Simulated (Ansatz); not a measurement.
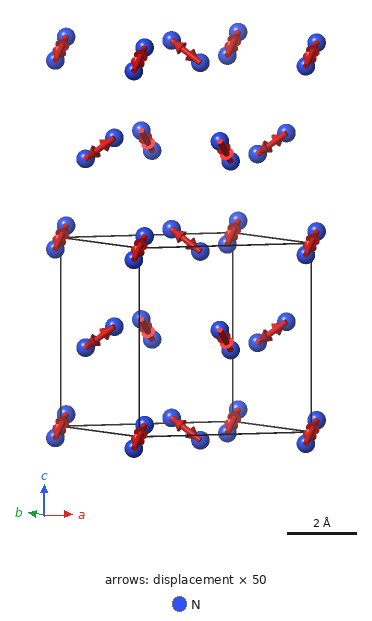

A relaxation of a crystal of N (built on the database_205 type) (coarse preliminary run). The starting structure is drawn; red arrows show the displacements (the part carried along by the change of the cell is left out), 50 times their true length.

Style: ball-and-stick. Shown: the cell of the calculation, repeated 1 × 1 × 2 with one cell outlined, from a free direction.

Case: structure listed in a database for this formula (Pa-3, No. 205).

The calculation used Ansatz, DFT r2SCAN, scalar-relativistic, plane waves, PAW. (plane-wave cutoff 500 eV; k-point mesh 4 × 4 × 4; occupations gaussian; smearing width 0.1 eV; no spin polarisation; cell and atoms relaxed; force threshold 0.04 eV/Å; at most 70 steps)

Q: Describe the change and its energy.

A: After 3 accepted moves (4 points after the start) the energy has fallen by 59.8 meV per cell of the calculation. Largest force component: 1.1 eV/Å at the start, 0.0096 eV/Å at the end. The pressure goes from −2.27 to 0.03 GPa. At 1 point the geometry stayed and the basis and grid were re-selected for the new cell (energy shift of 6.3 meV per cell of the calculation at most each time). The largest moves relative to the cell, 0.021 Å, are those of N atoms. Cell: a = b = c 5.561 → 5.711 Å (+2.7 %). Volume +8.4 %. Near-neighbour distances that change, for instance: N–N 1.106 → 1.093 Å. The space group stays Pa-3 (No. 205).
